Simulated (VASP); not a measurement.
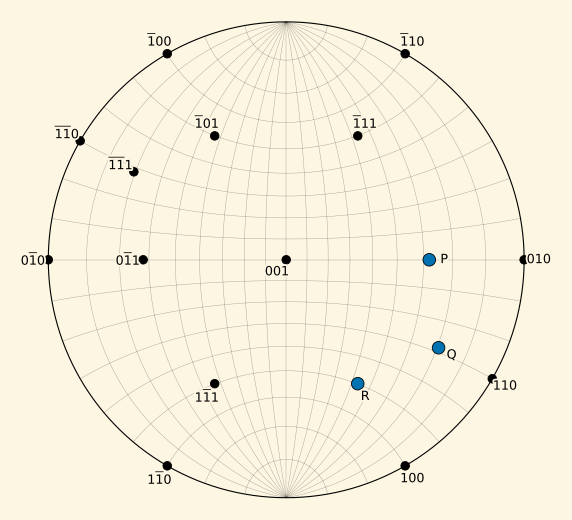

Stereographic projection of plane normals (upper hemisphere) centred on (0 0 1). Crystal: TiAl, a cell listed in the Materials Project, as set up for an electronic-structure calculation. The drawing is computed from the coordinates (standard cell, symmetry found to 0.002 Å).

a = 2.867 Å, b = 2.867 Å, c = 4.678 Å, α = 90.00°, β = 90.00°, γ = 120.00°.

Question: Index the poles marked P, Q, R.

Answer: P is (0 1 1), in four indices (0 1 −1 1), 62.0° from the centre; Q is (1 1 1), in four indices (1 1 −2 1), 73.0° from the centre; R is (1 0 1), in four indices (1 0 −1 1), 62.0° from the centre.

Question: What is the angle between the normals of (0 0 1) and (−1 0 0), and what are their d_hkl = 1/|g|?

Answer: 90.0°; d = 4.678 Å and 2.483 Å.
